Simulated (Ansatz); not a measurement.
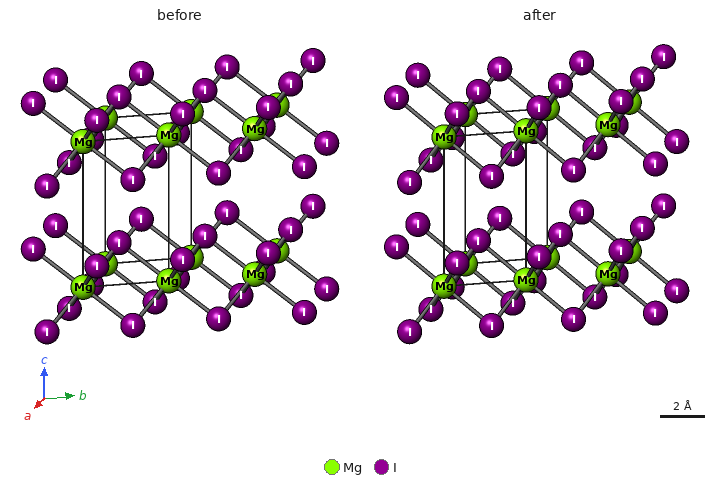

Left: a crystal of MgI$_{2}$ (set up in P-3m1). Right: the same structure after one change, at the same scale. Style: ball-and-stick. Shown: the cell of the calculation, repeated 1 × 2 × 1 with one cell outlined, slightly off an axis.

These are results of DFT PBEsol, scalar-relativistic, plane waves, PAW (Ansatz), not measurements. Set-up: plane-wave cutoff 420 eV; k-point mesh 6 × 6 × 4; occupations gaussian; smearing width 0.02 eV; no spin polarisation.

> Which change leads from the left to the right?

Biaxial strain in the a–b plane, −4.5 %, is applied. The c axis and the atoms are relaxed.

> How do the computed properties respond?

Cell: a = b 4.131 → 3.945 Å (−4.5 %), c 7.024 → 7.194 Å (+2.4 %). Volume −6.6 %. The largest moves relative to the cell, 0.027 Å, are those of I atoms. Mg stays in place. Near-neighbour distances before and after: I–Mg 2.910 → 2.863 Å. The space group stays P-3m1 (No. 164). It costs 27.5 meV per atom. The pressure goes from 0.0 to 2.1 GPa. The principal stresses (compression positive) are 0.0 GPa along c and 3.1 GPa across it. The gap on the k-mesh goes from 3.55 to 3.30 eV.

Limits of the set-up: layers or molecules are held without a dispersion correction, so their spacing is unreliable.
